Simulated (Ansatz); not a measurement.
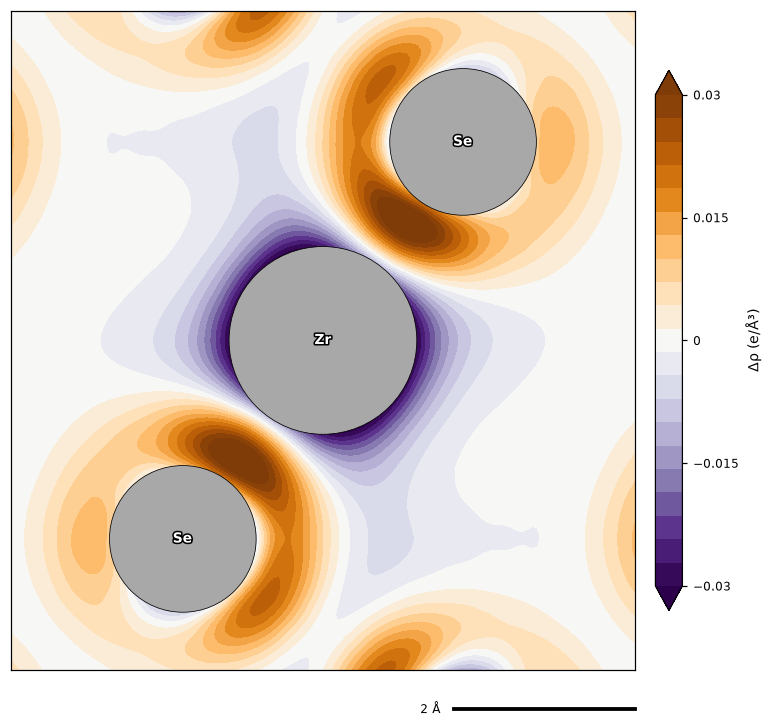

ZrSe2. Difference of the valence pseudo-densities of two functionals at the same geometry, on the (110) plane of the calculation cell: HF less HSE06.

Both computed with Ansatz (plane waves, PAW), on the same k-point mesh. Grey discs cover the atomic cores.

```xyz
3
Lattice="3.7980 0.0000 0.0000 -1.8990 3.2892 0.0000 0.0000 0.0000 6.1920" Properties=species:S:1:pos:R:3 pbc="T T T"
Zr    0.0000    0.0000    0.0000
Se    1.8990    1.0964    4.6440
Se    0.0000    2.1928    1.5480
```

> What does the difference map show?

Against HSE06, HF gives less density around Zr (−0.013 e/Å³ on average at 1.2 Å from the nucleus), more density around Se (+0.013 e/Å³ on average at 1.0 Å from the nucleus) and a change of +0.023 e/Å³ at the midpoint of Zr–Se.
